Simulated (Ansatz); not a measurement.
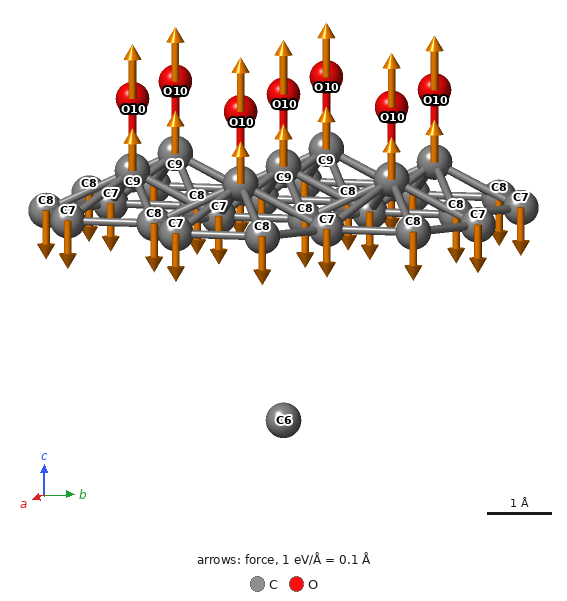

Starting geometry of a slab of composition C$_{9}$O (cut from the P6_3/mmc phase) with the computed forces as orange arrows. The picture is a ball-and-stick view of the atoms within 4.2 Å of the atom that moves most (axes of the 2 × 3 repeat of the cell, outlined in the plane, without the vacuum), seen slightly off an axis.

Case: CO put at a hollow C-C site. The slab is the (0 0 1) face of C with CO on it. 4 atoms are held fixed.

These are results of DFT PBE+D3(BJ), scalar-relativistic, plane waves, PAW in Ansatz 0.2.0, not measurements. Set-up: plane-wave cutoff 420 eV; k-point mesh 12 × 12 × 1; occupations gaussian; smearing width 0.1 eV; no spin polarisation; dipole correction; atoms relaxed in a fixed cell; force threshold 0.03 eV/Å; at most 70 steps.

Is this structure relaxed? If not, where do the atoms go?

Answer. It isn't relaxed: the largest force vector, on O10, is 8.70 eV/Å. The final displacements follow the starting forces only in part (cosine between the two patterns 0.70). After 16 accepted moves (17 points after the start) the energy has fallen by 11.795 eV per cell of the calculation. Largest force component: 8.7 eV/Å at the start, 0.0042 eV/Å at the end. The line search rejected the trial step at point 15 of the run. The forces were under the threshold at step 14, but the run went on from there. The largest moves, 2.48 Å, are those of C9 and O10. C9 goes along the normal (+c). Largest moves by element: C 2.48 Å, O 2.46 Å. The lattice vectors keep their values. Some distances before and after: C7–C9 1.577 → 3.454 Å, C9–O10 1.150 → 1.134 Å. Bonds break, among them: C7–C9 (1.58 → 3.45 Å), C8–C9 (1.58 → 3.45 Å). The run may lie on a higher electronic state than the lowest, so the end point isn't shown to be the ground-state structure.

Limits of the set-up: the periodic images lie only 2.5 Å apart, so the values are limited by the cell's size.
